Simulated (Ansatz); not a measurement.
# MgO: geometry relaxation (part 1 of 2)

- system: MgO (2 atoms in the cell)
- method: DFT, r2SCAN, plane waves, PAW, no spin polarisation (Ansatz 0.2.0)

The structure was built on a prototype by a generator. The geometry comes from this level: PBE.

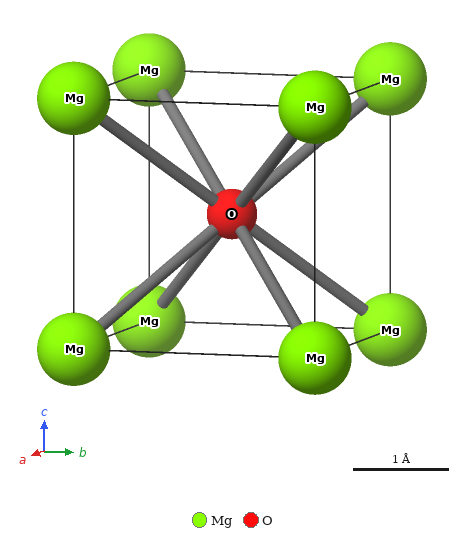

*The structure as given in the input (ball-and-stick view of the cell of the calculation, seen slightly off an axis).*

Results in brief

| quantity | value |
| --- | --- |
| outcome | converged |
| space group (tolerance 0.01 Å) | Pm-3m (221) |
| electrons treated | 16 |
| free energy | −2496.7139 eV |
| Fermi energy | 11.688 eV |
| gap on the k-point mesh | 3.49 eV |
| pressure | 0.01 GPa |
| final volume | 18.05 Å³ |
| largest force (length of the vector) at the end | under 0.001 eV/Å |
| final cell | a = 2.623 Å, b = 2.623 Å, c = 2.623 Å, α = 90.00°, β = 90.00°, γ = 90.00° |
| hardware | 4 threads of Arm Neoverse N1, 98 GiB of memory available, shared host |
| wall time | 3.7 s (CPU time 11 s) |
| peak memory | 0.36 GiB |

Input file
```yaml
crystal:
  lattice:
    - [2.659821623, 0.0, 0.0]
    - [0.0, 2.659821623, 0.0]
    - [0.0, 0.0, 2.659821623]
  atoms:
    - { symbol: Mg, position: [0.0, 0.0, 0.0] }
    - { symbol: O, position: [0.5, 0.5, 0.5] }
kpoints:
  mp_grid: { grid: [8, 8, 8] }
hamiltonian:
  xc: r2scan
scf:
  occupations: { method: fermi_dirac, width: 0.02 }
relax:
  f_tol: 0.005
  cell: {}
output:
  write_density: true
  write_potential: true
  elf: true
  volumetric_format: npy
```

Launch command:
```bash
ansatz run input.yaml --threads 4 --pin off --max-ram 7372MiB --backend cpu --events-out ev --progress --plain --runs-dir out
```

What the program printed
```
Engine: ansatz 0.2.0, aarch64-unknown-linux-gnu
Pseudopotentials: kind: paw
Pseudopotential: Mg, paw, valence charge 10, recommended cutoff 500 eV (meta_gga), Mg.paw.azcp
Pseudopotential: O, paw, valence charge 6, recommended cutoff 500 eV (meta_gga), O.paw.azcp
Functional definition: r2SCAN
  parameter k0 = 0.174
  parameter k1 = 0.065
  parameter a1 = 4.9479
  exchange = r2scan_x(k0 = k0, k1 = k1, a1 = a1)
  correlation = r2scan_c
Crystal: 2 atoms, lattice volume = 18.817 Å³
Basis set: ecut = 500 eV, 461 PW (Γ), exchange–correlation on 80×80×80 points (64 copies of the dense FFT grid, shifted against one another)
Bands: 12, of which v1, the nominal top of the filled ones, is band 8 counted from 1 (7 counted from 0)
Symmetry: 48 space group operations
Space group: Pm-3m (ITA 221), of the structure as read, at distance tolerance 2.7e-5 Å
k-points: 35 of 512
Non-local potential: Mg, projectors of the file, l = 0: 3, l = 1: 2, l = 2: 1
Non-local potential: O, projectors of the file, l = 0: 2, l = 1: 2, l = 2: 1
PAW form: soft (Blöchl's): semilocal exchange-correlation on the pseudo side does not see the compensation charge
PAW frozen core: Mg, regenerated for the run's functional (the file was generated under x = pbe(κ = 0.804, μ = 0.2195149727645171), c = pbe(β = 0.06672455060314922))
PAW frozen core: O, regenerated for the run's functional (the file was generated under x = pbe(κ = 0.804, μ = 0.2195149727645171), c = pbe(β = 0.06672455060314922))
PAW one-centre angular grid: Mg, 302 points (default); XC on 224 Gauss nodes
PAW one-centre angular grid: O, 302 points (default); XC on 160 Gauss nodes
Initial density: superposition of atomic densities (neutral atoms: chi_scale 0, normalization atom), corrected by the library's trained network
Initial wavefunctions: pseudopotential atomic-orbital guess
Functional: x = r2scan, c = r2scan; τ floored in thin density (d = 2e-4 eV/Å³)
SCF iter   1: F=—  HF=-2496.600252 eV  |F-HF|=—  |Δ(HF+E_count)|=         —  Δρ=1.01e-2  dr2=1.40e-2  dr2_τ=5.72e-2  ethr=1.77e-3  ⟨swp⟩=6.1  Hψ=2541  notcnv=0
preconditioner: auto → none  [insulator: Δε(μ)=3.039 eV  Ē_g=18.755 eV  σ=0.020 eV  W_gap=1.00  n_scr=6 (ndim 8)  ℏωp=24.2 eV  f_vac=0.000  D(μ)=0.00/eV (n_scr^D=0)  ε∞_Penn≈2.7]
SCF iter   2: F=—  HF=-2496.699038 eV  |F-HF|=—  |Δ(HF+E_count)|=   9.88e-2  Δρ=5.09e-3  dr2=2.15e-3  dr2_τ=3.09e-4  ethr=8.74e-5  ⟨swp⟩=3.0  Hψ=1187  notcnv=0
SCF iter   3: F=—  HF=-2496.699079 eV  |F-HF|=—  |Δ(HF+E_count)|=   4.11e-5  Δρ=1.08e-3  dr2=1.44e-4  dr2_τ=2.00e-5  ethr=1.35e-5  ⟨swp⟩=2.0  Hψ=560  notcnv=0
SCF iter   4: F=—  HF=-2496.699067 eV  |F-HF|=—  |Δ(HF+E_count)|=   1.17e-5  Δρ=3.17e-4  dr2=1.63e-5  dr2_τ=1.60e-6  ethr=9.01e-7  ⟨swp⟩=2.2  Hψ=564  notcnv=0
SCF iter   5: F=—  HF=-2496.699062 eV  |F-HF|=—  |Δ(HF+E_count)|=   5.27e-6  Δρ=5.10e-5  dr2=2.41e-7  dr2_τ=4.36e-8  ethr=1.02e-7  ⟨swp⟩=2.1  Hψ=511  notcnv=0
SCF iter   6: F=-2496.699062 eV  HF=-2496.699062 eV  |F-HF|=4.77e-8  |Δ(HF+E_count)|=   1.88e-7  Δρ=2.09e-5  dr2=6.57e-8  dr2_τ=7.27e-9  ethr=6.25e-10  ⟨swp⟩=7.7  Hψ=2163  notcnv=0
SCF 1 converged in 6 iterations: F = -2496.699062 eV  dr2 = 6.57e-8
  greatest PAW one-centre occupation: 1.000 electrons in one spin orbital (limit 2), on the Mg atom at site 0 (counted from 0), in its partial waves of l = 0
relax step   1: F+E_penalty+E_count = -2496.69906210 eV  Δ(F+E_penalty+E_count) = +0.000e0 eV  max|allowed force component| = 4.265e-30 eV/Å  Δτ_max = 0.0000 Å  P = -6.012 GPa  Ω = 18.817 Å³  (6 SCF iters, dr2 threshold 1.00e-7 eV, accepted)
Crystal: 2 atoms, lattice volume = 18.447 Å³
Initial density: handed on by an earlier stage of this run
Initial wavefunctions: those handed on with the density
iter 1 solved again at ethr=1.68e-6 eV; its pass at ethr=3.10e-3 eV (dr2=2.69e-4 eV) is discarded
SCF iter   1: F=—  HF=-2496.708009 eV  |F-HF|=—  |Δ(HF+E_count)|=         —  Δρ=1.51e-3  dr2=2.81e-4  dr2_τ=2.34e-3  ethr=1.68e-6  ⟨swp⟩=1.5  Hψ=3082  notcnv=0
preconditioner: auto → none  [insulator: Δε(μ)=3.280 eV  Ē_g=18.875 eV  σ=0.020 eV  W_gap=1.00  n_scr=6 (ndim 8)  ℏωp=24.5 eV  f_vac=0.000  D(μ)=0.00/eV (n_scr^D=0)  ε∞_Penn≈2.7]
SCF iter   2: F=—  HF=-2496.709949 eV  |F-HF|=—  |Δ(HF+E_count)|=   1.94e-3  Δρ=5.09e-4  dr2=2.03e-5  dr2_τ=8.56e-6  ethr=1.68e-6  ⟨swp⟩=2.4  Hψ=810  notcnv=0
SCF iter   3: F=—  HF=-2496.709980 eV  |F-HF|=—  |Δ(HF+E_count)|=   3.12e-5  Δρ=2.17e-4  dr2=3.51e-6  dr2_τ=7.36e-7  ethr=1.27e-7  ⟨swp⟩=2.5  Hψ=716  notcnv=0
SCF iter   4: F=—  HF=-2496.709986 eV  |F-HF|=—  |Δ(HF+E_count)|=   6.21e-6  Δρ=5.82e-5  dr2=4.16e-7  dr2_τ=5.59e-8  ethr=2.20e-8  ⟨swp⟩=2.0  Hψ=560  notcnv=0
SCF iter   5: F=-2496.709986 eV  HF=-2496.709986 eV  |F-HF|=1.47e-8  |Δ(HF+E_count)|=   7.15e-8  Δρ=1.26e-5  dr2=2.65e-8  dr2_τ=1.87e-9  ethr=1.25e-9  ⟨swp⟩=7.9  Hψ=2044  notcnv=0
SCF 2 converged in 5 iterations: F = -2496.709986 eV  dr2 = 2.65e-8
relax step   2: F+E_penalty+E_count = -2496.70998624 eV  Δ(F+E_penalty+E_count) = -1.092e-2 eV  max|allowed force component| = 6.574e-30 eV/Å  Δτ_max = 0.0000 Å  P = -3.256 GPa  Ω = 18.447 Å³  energy of the carried Pulay correction = +1.476e-4 eV  (5 SCF iters, dr2 threshold 2.00e-7 eV, accepted)
Crystal: 2 atoms, lattice volume = 18.027 Å³
iter 1 solved again at ethr=2.36e-6 eV; its pass at ethr=3.10e-3 eV (dr2=3.78e-4 eV) is discarded
SCF iter   1: F=—  HF=-2496.711556 eV  |F-HF|=—  |Δ(HF+E_count)|=         —  Δρ=1.84e-3  dr2=4.14e-4  dr2_τ=3.19e-3  ethr=2.36e-6  ⟨swp⟩=1.2  Hψ=3084  notcnv=0
preconditioner: auto → none  [insulator: Δε(μ)=3.500 eV  Ē_g=19.148 eV  σ=0.020 eV  W_gap=1.00  n_scr=6 (ndim 8)  ℏωp=24.7 eV  f_vac=0.000  D(μ)=0.00/eV (n_scr^D=0)  ε∞_Penn≈2.7]
SCF iter   2: F=—  HF=-2496.714159 eV  |F-HF|=—  |Δ(HF+E_count)|=   2.60e-3  Δρ=6.02e-4  dr2=2.64e-5  dr2_τ=1.28e-5  ethr=2.36e-6  ⟨swp⟩=2.8  Hψ=826  notcnv=0
SCF iter   3: F=—  HF=-2496.714203 eV  |F-HF|=—  |Δ(HF+E_count)|=   4.37e-5  Δρ=2.66e-4  dr2=5.26e-6  dr2_τ=1.07e-6  ethr=1.65e-7  ⟨swp⟩=2.3  Hψ=711  notcnv=0
SCF iter   4: F=—  HF=-2496.714212 eV  |F-HF|=—  |Δ(HF+E_count)|=   9.09e-6  Δρ=7.37e-5  dr2=6.59e-7  dr2_τ=8.45e-8  ethr=3.28e-8  ⟨swp⟩=2.0  Hψ=560  notcnv=0
SCF iter   5: F=-2496.714212 eV  HF=-2496.714212 eV  |F-HF|=1.21e-8  |Δ(HF+E_count)|=   1.25e-7  Δρ=1.29e-5  dr2=2.60e-8  dr2_τ=2.05e-9  ethr=1.25e-9  ⟨swp⟩=7.9  Hψ=2153  notcnv=0
SCF 3 converged in 5 iterations: F = -2496.714212 eV  dr2 = 2.60e-8
  Residual-converged pass: ⟨swp⟩=1.0  Hψ=560  notcnv=0  max |occ|·‖R‖ = 7.1e-9 eV (tolerance 1.0e-8 eV)  dr2=2.60e-8  dr2_τ=2.05e-9  dr2_onsite=3.00e-9  max |Δocc| = 0.0e0
relax step   3: F+E_penalty+E_count = -2496.71421167 eV  Δ(F+E_penalty+E_count) = -4.225e-3 eV  max|allowed force component| = 1.052e-30 eV/Å  Δτ_max = 0.0000 Å  P = +0.228 GPa  Ω = 18.027 Å³  energy of the carried Pulay correction = +3.182e-4 eV  (5 SCF iters, dr2 threshold 2.00e-7 eV, accepted)
Crystal: 2 atoms, lattice volume = 18.054 Å³
iter 1 solved again at ethr=1.05e-8 eV; its pass at ethr=3.10e-3 eV (dr2=1.69e-6 eV) is discarded
SCF iter   1: F=—  HF=-2496.714208 eV  |F-HF|=—  |Δ(HF+E_count)|=         —  Δρ=1.11e-4  dr2=1.48e-6  dr2_τ=1.34e-5  ethr=1.05e-8  ⟨swp⟩=2.2  Hψ=2973  notcnv=0
preconditioner: auto → none  [insulator: Δε(μ)=3.491 eV  Ē_g=19.109 eV  σ=0.020 eV  W_gap=1.00  n_scr=6 (ndim 8)  ℏωp=24.7 eV  f_vac=0.000  D(μ)=0.00/eV (n_scr^D=0)  ε∞_Penn≈2.7]
SCF iter   2: F=-2496.714219 eV  HF=-2496.714219 eV  |F-HF|=1.64e-7  |Δ(HF+E_count)|=   1.14e-5  Δρ=3.52e-5  dr2=9.67e-8  dr2_τ=4.27e-8  ethr=8.09e-10  ⟨swp⟩=5.9  Hψ=2360  notcnv=0
SCF 4 converged in 2 iterations: F = -2496.714219 eV  dr2 = 9.67e-8
relax step   4: F+E_penalty+E_count = -2496.71421908 eV  Δ(F+E_penalty+E_count) = -7.411e-6 eV  max|allowed force component| = 1.167e-30 eV/Å  Δτ_max = 0.0000 Å  P = -0.010 GPa  Ω = 18.054 Å³  energy of the carried Pulay correction = +3.071e-4 eV  (2 SCF iters, dr2 threshold 1.29e-7 eV, accepted)
Initial wavefunctions: pseudopotential atomic-orbital guess (no wavefunctions were taken with the density)
iter 1 solved again at ethr=6.48e-8 eV; its pass at ethr=3.10e-3 eV (dr2=1.04e-5 eV) is discarded
SCF iter   1: F=—  HF=-2496.713870 eV  |F-HF|=—  |Δ(HF+E_count)|=         —  Δρ=1.10e-4  dr2=2.79e-7  dr2_τ=9.13e-7  ethr=6.48e-8  ⟨swp⟩=2.9  Hψ=3638  notcnv=0
preconditioner: auto → none  [insulator: Δε(μ)=3.491 eV  Ē_g=19.110 eV  σ=0.020 eV  W_gap=1.00  n_scr=6 (ndim 8)  ℏωp=24.7 eV  f_vac=0.000  D(μ)=0.00/eV (n_scr^D=0)  ε∞_Penn≈2.7]
SCF iter   2: F=—  HF=-2496.713871 eV  |F-HF|=—  |Δ(HF+E_count)|=   1.12e-6  Δρ=5.47e-5  dr2=7.00e-8  dr2_τ=4.90e-8  ethr=1.74e-9  ⟨swp⟩=2.1  Hψ=703  notcnv=0
SCF iter   3: F=—  HF=-2496.713871 eV  |F-HF|=—  |Δ(HF+E_count)|=   1.58e-7  Δρ=9.38e-6  dr2=8.06e-9  dr2_τ=1.33e-9  ethr=4.37e-10  ⟨swp⟩=2.0  Hψ=560  notcnv=0
SCF iter   4: F=—  HF=-2496.713871 eV  |F-HF|=—  |Δ(HF+E_count)|=  3.29e-10  Δρ=2.67e-6  dr2=6.44e-10  dr2_τ=1.97e-10  ethr=5.04e-11  ⟨swp⟩=2.1  Hψ=536  notcnv=0
SCF iter   5: F=-2496.713871 eV  HF=-2496.713871 eV  |F-HF|=1.59e-11  |Δ(HF+E_count)|=  2.36e-10  Δρ=4.94e-7  dr2=1.61e-11  dr2_τ=5.81e-12  ethr=1.00e-12  ⟨swp⟩=4.3  Hψ=1804  notcnv=0
SCF 5 converged in 5 iterations: F = -2496.713871 eV  dr2 = 1.61e-11
relax step   5: F+E_penalty+E_count = -2496.71387111 eV  Δ(F+E_penalty+E_count) = +3.480e-4 eV  max|allowed force component| = 1.200e-30 eV/Å  Δτ_max = 0.0000 Å  P = +0.009 GPa  Ω = 18.054 Å³  stress off target by 9.46e-3 GPa  SCF on the basis re-selected at this cell (its energy is not comparable with the rows above)  (5 SCF iters)
```

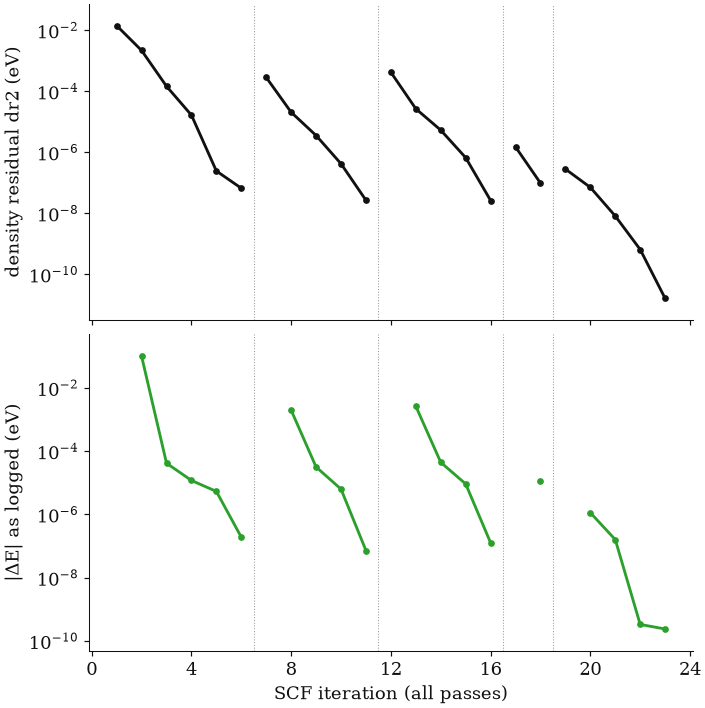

*Convergence of the self-consistent field: density residual dr2 and size of the energy change against the SCF iteration. The dotted lines part the SCF passes of the relaxation: geometry steps, rejected trials and re-solves on a re-selected basis.*

The 5 passes take 2 to 6 iterations each, 23 in all.

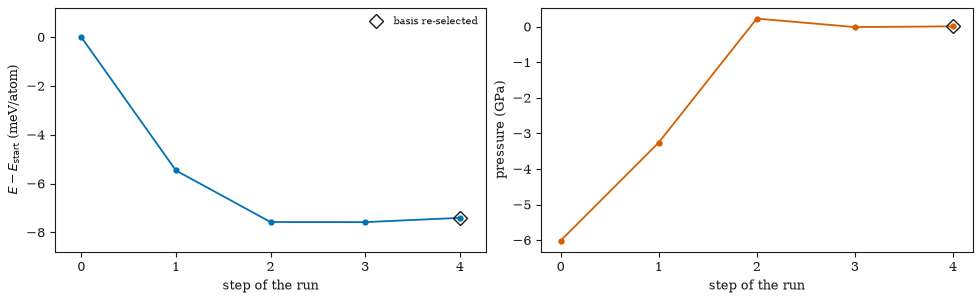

*Progress of the relaxation, step by step (the first geometry is step 0 here and step 1 in the log).*
